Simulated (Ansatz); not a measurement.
**CaO: geometry relaxation (part 1 of 3)**

The run: geometry relaxation of CaO (slab, 24 atoms in the cell). Method and program: DFT PBE, scalar-relativistic, plane waves, PAW, no spin polarisation (Ansatz 0.2.0).

The structure derives from an entry of the Crystallography Open Database. The input holds or restrains some coordinates. Forces given for the steps count only the free coordinates. It belongs to a series of runs on one base structure; here: clean slab, lower planes held.

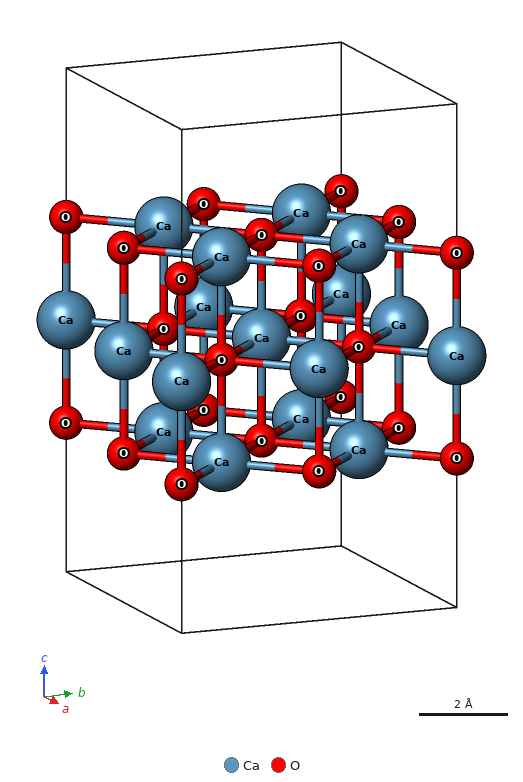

**Figure 1.** The input geometry (ball-and-stick view of the cell of the calculation, with the vacuum cut short, seen slightly off an axis). An atom can appear more than once, as a periodic image.

### Input file
```yaml
crystal:
  lattice:
    - [6.8319513296, 0.0, 0.0]
    - [0.0, 6.8319513296, 0.0]
    - [0.0, 0.0, 20.8309191139]
  atoms:
    - { symbol: Ca, position: [0.25, 0.25, 0.3840445041] }
    - { symbol: Ca, position: [0.25, 0.75, 0.3840445041] }
    - { symbol: Ca, position: [0.75, 0.25, 0.3840445041] }
    - { symbol: Ca, position: [0.75, 0.75, 0.3840445041] }
    - { symbol: O, position: [0.5, 0.5, 0.3840445041] }
    - { symbol: O, position: [0.5, 0.0, 0.3840445041] }
    - { symbol: O, position: [0.0, 0.5, 0.3840445041] }
    - { symbol: O, position: [0.0, 0.0, 0.3840445041] }
    - { symbol: Ca, position: [0.5, 0.5, 0.5] }
    - { symbol: Ca, position: [0.5, 0.0, 0.5] }
    - { symbol: Ca, position: [0.0, 0.5, 0.5] }
    - { symbol: Ca, position: [0.0, 0.0, 0.5] }
    - { symbol: O, position: [0.75, 0.75, 0.5] }
    - { symbol: O, position: [0.75, 0.25, 0.5] }
    - { symbol: O, position: [0.25, 0.75, 0.5] }
    - { symbol: O, position: [0.25, 0.25, 0.5] }
    - { symbol: Ca, position: [0.75, 0.75, 0.6159554959] }
    - { symbol: Ca, position: [0.75, 0.25, 0.6159554959] }
    - { symbol: Ca, position: [0.25, 0.75, 0.6159554959] }
    - { symbol: Ca, position: [0.25, 0.25, 0.6159554959] }
    - { symbol: O, position: [0.0, 0.0, 0.6159554959] }
    - { symbol: O, position: [0.0, 0.5, 0.6159554959] }
    - { symbol: O, position: [0.5, 0.0, 0.6159554959] }
    - { symbol: O, position: [0.5, 0.5, 0.6159554959] }
basis:
  ecutwfc: 420
kpoints:
  mp_grid: { grid: [2, 2, 1] }
hamiltonian:
  xc: pbe
scf:
  occupations: { method: gaussian, width: 0.05 }
output:
  forces: true
  eigenvalues: true
  write_density: true
  write_potential: true
  elf: true
  volumetric_format: npy
relax:
  adjacent_minimum: "off"
  f_tol: 0.03
  max_steps: 70
  constraints: [{ sites: [0, 1, 2, 3, 4, 5, 6, 7] }]
efield:
  axis: 3
  dipole_correction: true
  ramp_width: 0.04
```

Hardware: 4 threads of Intel Xeon (Sapphire Rapids), 16 GiB of memory available, shared host.

Launch command:
```bash
ansatz run input.yaml --threads 4 --pin off --max-ram 12288MiB --backend cpu --events-out ev --progress --plain --runs-dir out
```

### What the program printed
```
Engine: ansatz 0.2.0, x86_64-unknown-linux-gnu
Pseudopotentials: kind: paw
Pseudopotential: Ca, paw, valence charge 10, recommended cutoff 420 eV (normal), Ca.paw.azcp
Pseudopotential: O, paw, valence charge 6, recommended cutoff 420 eV (normal), O.paw.azcp
Functional definition: PBE
  parameter kappa = 0.804
  parameter beta = 0.06672455060314922
  exchange = pbe_x(kappa = kappa, mu = beta*pi^2/3)
  correlation = pbe_c(beta = beta)
Crystal: 24 atoms, lattice volume = 972.295 Å³
Basis set: ecut = 420 eV, 19049 PW (Γ), exchange–correlation on 96×96×288 points (8 copies of the dense FFT grid, shifted against one another)
Bands: 120, of which v1, the nominal top of the filled ones, is band 96 counted from 1 (95 counted from 0)
Symmetry: 32 space group operations
k-points: 3 of 4
Non-local potential: Ca, projectors of the file, l = 0: 3, l = 1: 2, l = 2: 2
Non-local potential: O, projectors of the file, l = 0: 2, l = 1: 2, l = 2: 1
PAW form: soft (Blöchl's): semilocal exchange-correlation on the pseudo side does not see the compensation charge
PAW one-centre angular grid: Ca, 110 points (default); XC on 64 Gauss nodes
PAW one-centre angular grid: O, 110 points (default); XC on 64 Gauss nodes
Initial density: superposition of atomic densities (neutral atoms: chi_scale 0, normalization atom), corrected by the library's trained network
Initial wavefunctions: pseudopotential atomic-orbital guess
Functional: x = pbe(κ = 0.804, μ = 0.2195149727645171), c = pbe(β = 0.06672455060314922)
SCF iter   1: F=—  HF=-28648.819467 eV  |F-HF|=—  |Δ(HF+E_count)|=         —  Δρ=9.17e-4  dr2=7.93e-3  ethr=1.77e-3  p=0.000 e·Å  D=1.93e-14 V/Å  ΔV_dip=-0.00 eV  dr2_dipole=4.12e-9  V_vac-E_F(+/−)=2.65/2.65 eV  ⟨swp⟩=13.7  Hψ=1931  notcnv=0  defer=16
efield: sawtooth ramp at fractional position 0.9800 (placed from the atoms, in the widest stretch of the axis that holds none; the zero of the levels goes with the place), width 0.0400; the density the first Hamiltonian is built on has a dipole p = 0.000 e·Å; the dipole correction subtracts the counter field D = 1.93e-14 V/Å, which shifts the + side's vacuum level by -0.00 eV against the − side's; the planar-averaged density in the ramp window peaks in size at 1.4e-5 e/Å³
preconditioner: auto → Resta (q_TF=auto, 2.082 Å⁻¹)  ε∞=1.9  [insulator: Δε(μ)=2.777 eV  Ē_g=16.135 eV  σ=0.050 eV  W_gap=1.00  n_scr=160 (ndim 8)  ℏωp=15.4 eV  f_vac=0.606  D(μ)=0.00/eV (n_scr^D=0)  ε∞_Penn≈1.9  vacuum switching on, ρ_ref=1.9e-2 e/Å³]
SCF iter   2: F=—  HF=-28648.831150 eV  |F-HF|=—  |Δ(HF+E_count)|=   1.17e-2  Δρ=7.59e-4  dr2=4.33e-3  ethr=4.13e-6  p=0.000 e·Å  D=1.07e-5 V/Å  ΔV_dip=-0.00 eV  dr2_dipole=5.39e-9  V_vac-E_F(+/−)=2.66/2.66 eV  ⟨swp⟩=3.0  Hψ=829  notcnv=0  defer=45
SCF iter   3: F=—  HF=-28648.831536 eV  |F-HF|=—  |Δ(HF+E_count)|=   3.86e-4  Δρ=2.37e-4  dr2=3.37e-4  ethr=2.25e-6  p=0.000 e·Å  D=3.65e-6 V/Å  ΔV_dip=-0.00 eV  dr2_dipole=5.02e-10  V_vac-E_F(+/−)=2.66/2.66 eV  ⟨swp⟩=2.0  Hψ=446  notcnv=0  defer=45
SCF iter   4: F=—  HF=-28648.832941 eV  |F-HF|=—  |Δ(HF+E_count)|=   1.40e-3  Δρ=7.49e-5  dr2=4.74e-5  ethr=1.75e-7  p=-0.000 e·Å  D=-4.94e-6 V/Å  ΔV_dip=0.00 eV  dr2_dipole=1.13e-9  V_vac-E_F(+/−)=2.66/2.66 eV  ⟨swp⟩=2.0  Hψ=437  notcnv=0  defer=45
iter 5 did not close the SCF: its close was put off for the readings that it lacked (scf_convergence_deferred on its scf_iter line)
SCF iter   5: F=-28648.832996 eV  HF=-28648.833001 eV  |F-HF|=5.70e-6  |Δ(HF+E_count)|=   6.08e-5  Δρ=3.32e-5  dr2=9.26e-6  ethr=2.47e-8  p=0.000 e·Å  D=2.22e-6 V/Å  ΔV_dip=-0.00 eV  dr2_dipole=2.28e-10  V_vac-E_F(+/−)=2.66/2.66 eV  ⟨swp⟩=2.0  Hψ=489  notcnv=0  defer=45
SCF iter   6: F=-28648.833000 eV  HF=-28648.833001 eV  |F-HF|=4.54e-7  |Δ(HF+E_count)|=   6.63e-7  Δρ=1.62e-5  dr2=2.19e-6  ethr=4.82e-9  p=-0.000 e·Å  D=-1.69e-7 V/Å  ΔV_dip=0.00 eV  dr2_dipole=4.54e-13  V_vac-E_F(+/−)=2.66/2.66 eV  ⟨swp⟩=37.7  Hψ=3754  notcnv=0
SCF 1 converged in 6 iterations: F = -28648.833000 eV  dr2 = 2.19e-6
  greatest PAW one-centre occupation: 0.995 electrons in one spin orbital (limit 2), on the Ca atom at site 11 (counted from 0), in its partial waves of l = 0
relax step   1: F+E_penalty+E_count = -28648.83300028 eV  Δ(F+E_penalty+E_count) = +0.000e0 eV  max|allowed force component| = 1.887e-1 eV/Å  Δτ_max = 0.0000 Å  (6 SCF iters, dr2 threshold 2.25e-5 eV, accepted)
Initial density: handed on by an earlier stage of this run
Initial wavefunctions: those handed on with the density
iter 1 solved again at ethr=1.29e-4 eV; its pass at ethr=3.10e-3 eV (dr2=2.48e-1 eV) is discarded
SCF iter   1: F=—  HF=-28648.942786 eV  |F-HF|=—  |Δ(HF+E_count)|=         —  Δρ=3.26e-3  dr2=2.56e-1  ethr=1.29e-4  p=-0.000 e·Å  D=-1.50e-6 V/Å  ΔV_dip=0.00 eV  dr2_dipole=1.05e-2  V_vac-E_F(+/−)=2.64/2.64 eV  ⟨swp⟩=1.0  Hψ=1130  notcnv=0  defer=51
efield: sawtooth ramp at fractional position 0.9800 (handed on by an earlier solve), width 0.0400; the density the first Hamiltonian is built on has a dipole p = -0.000 e·Å; the dipole correction subtracts the counter field D = -1.50e-6 V/Å, which shifts the + side's vacuum level by +0.00 eV against the − side's; the planar-averaged density in the ramp window peaks in size at 3.9e-6 e/Å³
preconditioner: auto → Resta (q_TF=auto, 2.082 Å⁻¹)  ε∞=1.9  [insulator: Δε(μ)=2.945 eV  Ē_g=16.137 eV  σ=0.050 eV  W_gap=1.00  n_scr=160 (ndim 8)  ℏωp=15.4 eV  f_vac=0.611  D(μ)=0.00/eV (n_scr^D=0)  ε∞_Penn≈1.9  vacuum switching on, ρ_ref=1.9e-2 e/Å³]
SCF iter   2: F=—  HF=-28648.876416 eV  |F-HF|=—  |Δ(HF+E_count)|=   6.64e-2  Δρ=1.37e-3  dr2=2.06e-2  ethr=1.29e-4  p=0.086 e·Å  D=1.59e-2 V/Å  ΔV_dip=-0.33 eV  dr2_dipole=5.10e-4  V_vac-E_F(+/−)=2.39/2.72 eV  ⟨swp⟩=4.0  Hψ=736  notcnv=0  defer=46
SCF iter   3: F=—  HF=-28648.872782 eV  |F-HF|=—  |Δ(HF+E_count)|=   3.63e-3  Δρ=8.14e-4  dr2=6.24e-3  ethr=1.07e-5  p=0.051 e·Å  D=9.53e-3 V/Å  ΔV_dip=-0.20 eV  dr2_dipole=2.23e-6  V_vac-E_F(+/−)=2.51/2.71 eV  ⟨swp⟩=2.0  Hψ=500  notcnv=0  defer=46
SCF iter   4: F=—  HF=-28648.872103 eV  |F-HF|=—  |Δ(HF+E_count)|=   6.79e-4  Δρ=4.50e-4  dr2=1.74e-3  ethr=3.25e-6  p=0.046 e·Å  D=8.62e-3 V/Å  ΔV_dip=-0.18 eV  dr2_dipole=7.86e-7  V_vac-E_F(+/−)=2.53/2.71 eV  ⟨swp⟩=2.0  Hψ=455  notcnv=0  defer=46
SCF iter   5: F=—  HF=-28648.871998 eV  |F-HF|=—  |Δ(HF+E_count)|=   1.05e-4  Δρ=9.45e-5  dr2=5.95e-5  ethr=9.07e-7  p=0.043 e·Å  D=8.03e-3 V/Å  ΔV_dip=-0.17 eV  dr2_dipole=4.29e-6  V_vac-E_F(+/−)=2.55/2.72 eV  ⟨swp⟩=2.0  Hψ=494  notcnv=0  defer=49
SCF iter   6: F=—  HF=-28648.872020 eV  |F-HF|=—  |Δ(HF+E_count)|=   2.23e-5  Δρ=3.39e-5  dr2=1.09e-5  ethr=3.10e-8  p=0.040 e·Å  D=7.42e-3 V/Å  ΔV_dip=-0.15 eV  dr2_dipole=2.62e-7  V_vac-E_F(+/−)=2.56/2.71 eV  ⟨swp⟩=3.0  Hψ=563  notcnv=0  defer=49
SCF iter   7: F=-28648.872022 eV  HF=-28648.872022 eV  |F-HF|=2.52e-7  |Δ(HF+E_count)|=   2.01e-6  Δρ=1.64e-5  dr2=1.56e-6  ethr=1.16e-9  p=0.040 e·Å  D=7.43e-3 V/Å  ΔV_dip=-0.15 eV  dr2_dipole=1.53e-8  V_vac-E_F(+/−)=2.56/2.72 eV  ⟨swp⟩=27.7  Hψ=3971  notcnv=0
SCF 2 converged in 7 iterations: F = -28648.872022 eV  dr2 = 1.56e-6
relax step   2: F+E_penalty+E_count = -28648.87202206 eV  Δ(F+E_penalty+E_count) = -3.902e-2 eV  max|allowed force component| = 1.344e-1 eV/Å  Δτ_max = 0.0831 Å  (7 SCF iters, dr2 threshold 2.22e-6 eV, accepted)
SCF iter   1: F=—  HF=-28648.878463 eV  |F-HF|=—  |Δ(HF+E_count)|=         —  Δρ=1.08e-3  dr2=1.46e-2  ethr=1.98e-4  p=0.040 e·Å  D=7.43e-3 V/Å  ΔV_dip=-0.15 eV  dr2_dipole=1.76e-4  V_vac-E_F(+/−)=2.52/2.67 eV  ⟨swp⟩=4.0  Hψ=647  notcnv=0  defer=49
efield: sawtooth ramp at fractional position 0.9800 (handed on by an earlier solve), width 0.0400; the density the first Hamiltonian is built on has a dipole p = 0.040 e·Å; the dipole correction subtracts the counter field D = 7.43e-3 V/Å, which shifts the + side's vacuum level by -0.15 eV against the − side's; the planar-averaged density in the ramp window peaks in size at 3.9e-6 e/Å³
preconditioner: auto → Resta (q_TF=auto, 2.082 Å⁻¹)  ε∞=1.9  [insulator: Δε(μ)=2.894 eV  Ē_g=16.090 eV  σ=0.050 eV  W_gap=1.00  n_scr=160 (ndim 8)  ℏωp=15.4 eV  f_vac=0.612  D(μ)=0.00/eV (n_scr^D=0)  ε∞_Penn≈1.9  vacuum switching on, ρ_ref=1.9e-2 e/Å³]
SCF iter   2: F=—  HF=-28648.876621 eV  |F-HF|=—  |Δ(HF+E_count)|=   1.84e-3  Δρ=5.10e-4  dr2=2.61e-3  ethr=7.63e-6  p=0.046 e·Å  D=8.57e-3 V/Å  ΔV_dip=-0.18 eV  dr2_dipole=1.11e-4  V_vac-E_F(+/−)=2.53/2.71 eV  ⟨swp⟩=2.3  Hψ=597  notcnv=0  defer=49
SCF iter   3: F=—  HF=-28648.876364 eV  |F-HF|=—  |Δ(HF+E_count)|=   2.57e-4  Δρ=3.13e-4  dr2=9.19e-4  ethr=1.36e-6  p=0.022 e·Å  D=4.18e-3 V/Å  ΔV_dip=-0.09 eV  dr2_dipole=1.08e-5  V_vac-E_F(+/−)=2.61/2.69 eV  ⟨swp⟩=2.0  Hψ=461  notcnv=0  defer=49
SCF iter   4: F=—  HF=-28648.875941 eV  |F-HF|=—  |Δ(HF+E_count)|=   4.23e-4  Δρ=1.44e-4  dr2=1.75e-4  ethr=4.78e-7  p=0.021 e·Å  D=4.00e-3 V/Å  ΔV_dip=-0.08 eV  dr2_dipole=2.87e-7  V_vac-E_F(+/−)=2.61/2.70 eV  ⟨swp⟩=2.0  Hψ=472  notcnv=0  defer=49
SCF iter   5: F=—  HF=-28648.875915 eV  |F-HF|=—  |Δ(HF+E_count)|=   2.61e-5  Δρ=2.78e-5  dr2=4.20e-6  ethr=9.11e-8  p=0.021 e·Å  D=3.92e-3 V/Å  ΔV_dip=-0.08 eV  dr2_dipole=1.36e-7  V_vac-E_F(+/−)=2.62/2.70 eV  ⟨swp⟩=2.0  Hψ=445  notcnv=0  defer=49
SCF iter   6: F=-28648.875917 eV  HF=-28648.875918 eV  |F-HF|=2.14e-7  |Δ(HF+E_count)|=   2.71e-6  Δρ=1.08e-5  dr2=1.07e-6  ethr=5.88e-10  p=0.021 e·Å  D=3.83e-3 V/Å  ΔV_dip=-0.08 eV  dr2_dipole=2.04e-8  V_vac-E_F(+/−)=2.62/2.70 eV  ⟨swp⟩=25.0  Hψ=3333  notcnv=0
SCF 3 converged in 6 iterations: F = -28648.875917 eV  dr2 = 1.07e-6
  Residual-converged pass: ⟨swp⟩=1.3  Hψ=373  notcnv=0  max |occ|·‖R‖ = 7.0e-9 eV (tolerance 1.0e-8 eV)  dr2=1.07e-6  dr2_onsite=3.50e-8  max |Δocc| = 0.0e0
relax step   3: F+E_penalty+E_count = -28648.87591738 eV  Δ(F+E_penalty+E_count) = -3.895e-3 eV  max|allowed force component| = 7.131e-2 eV/Å  Δτ_max = 0.0364 Å  (6 SCF iters, dr2 threshold 1.13e-6 eV, accepted)
```
